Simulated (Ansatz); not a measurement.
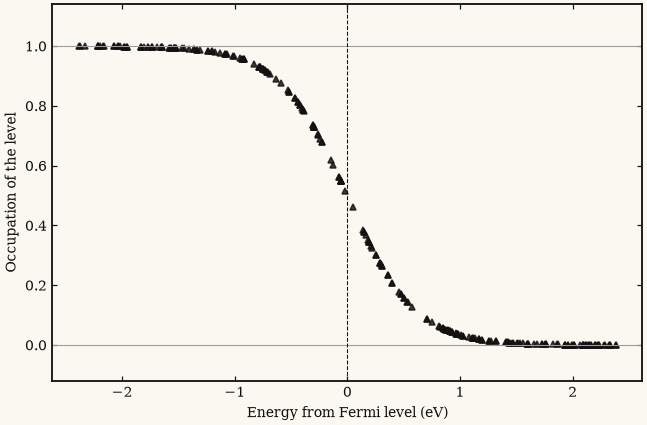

Occupations of the one-electron levels of the k mesh against their energy, from a run on In, space group I4/mmm, 1 atom in the cell, with Ansatz.

Question: Which smearing scheme was used (Fermi-Dirac, Gaussian, Methfessel-Paxton or cold), and about what width?

Answer: Fermi-Dirac smearing with a width of 0.3 eV. The occupations stay between 0 and 1 and have long exponential tails; the slope at the Fermi level is 1/(4 × width).

Question: Is that width safe?

Answer: It is wide: energies, forces and moments pick up smearing errors, and small gaps get partly filled, so it should be reduced or extrapolated to zero width.
